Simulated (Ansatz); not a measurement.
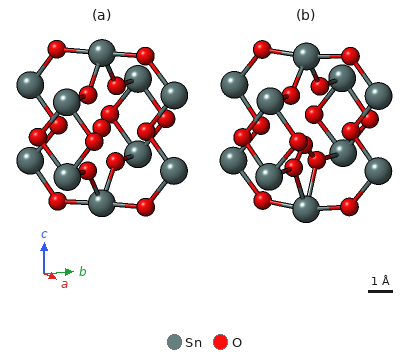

The structure of a defect cell of composition Sn23O49 (cell charge +2) before (left) and after (right) a relaxation, at one scale.

A ball-and-stick model of the atoms within 4.2 Å of the atom that moves most (axes of the cell of the calculation (origin shifted)), seen slightly off an axis.

Computed with DFT, PBEsol, PAW, plane waves (Ansatz). Settings: plane-wave cutoff 420 eV; k-point mesh 1 × 1 × 1; mesh shifted by (0.25, 0.25, 0.25); collinear spin; atoms relaxed in a fixed cell; force threshold 0.03 eV/Å; at most 80 steps.

Question: Summarise the run.

Answer: After 10 geometry steps the energy has fallen by 2.648 eV per cell of the calculation. Largest force component: 1.1 eV/Å at the start, 0.03 eV/Å at the end. The atom that moves furthest is an O atom (0.72 Å roughly along −c). Largest moves by element: O 0.72 Å, Sn 0.25 Å. The cell doesn't change. Near-neighbour distances that change, for instance: O–O 2.095 → 1.349 Å, O–O 2.046 → 1.346 Å, O–Sn 2.050 → 2.417 Å, O–Sn 2.086 → 2.429 Å. New bonds form, among them: O–O (2.05 → 1.35 Å), O–O (2.10 → 1.35 Å). Bond angles that change, for instance: Sn–O–Sn 131.1° → 118.5°, Sn–O–Sn 128.6° → 118.0°, Sn–O–Sn 101.3° → 104.0°. The program noted that the starting moments weren't kept. The run may lie on a higher electronic state than the lowest, so the end point isn't shown to be the ground-state structure.

Limits of the set-up: the cell is charged, on a uniform background, and energies carry no finite-size correction.
